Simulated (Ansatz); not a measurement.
Read the following structure.

```
CELL_PARAMETERS angstrom
12.23846 0.00000 0.00000
0.00000 2.23343 0.00000
0.00000 0.00000 14.38600
ATOMIC_POSITIONS crystal
Ir 0.25000 0.00000 0.08199
Ir 0.75000 0.00000 0.41801
Ir 0.25000 0.00000 0.58199
Ir 0.75000 0.00000 0.91801
```

> Describe what this structure looks like.

The element is iridium. The cell holds four atoms. The Ir atoms are each bonded to two Ir in a linear arrangement at 2.23 Å. The bonds build Ir chains along [010].

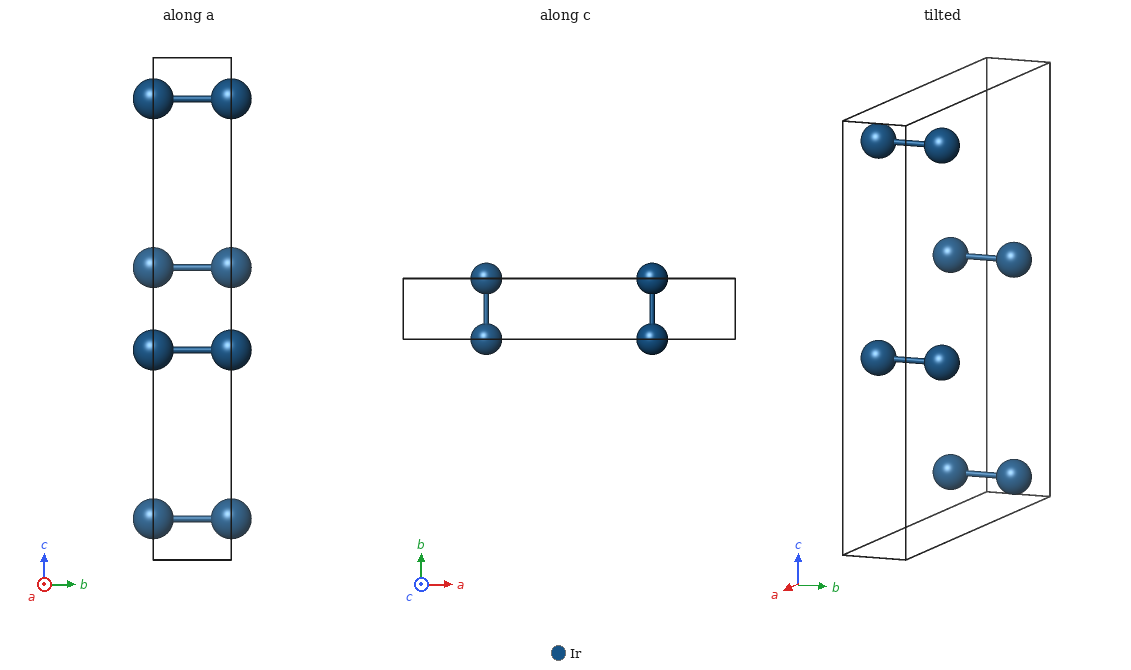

The structure above is drawn in ball-and-stick style and viewed along the a axis, along the c axis and slightly off an axis. The lines enclose the simulation cell; boundary atoms appear with their images. Colours: iridium blue.

The structure was taken from a structure listed in the Materials Project. Earlier steps of the study, as a rule a relaxation of our own, may have changed the cell and positions, so they can lie some per cent off the listed ones. It was run through Ansatz as a DFT input.
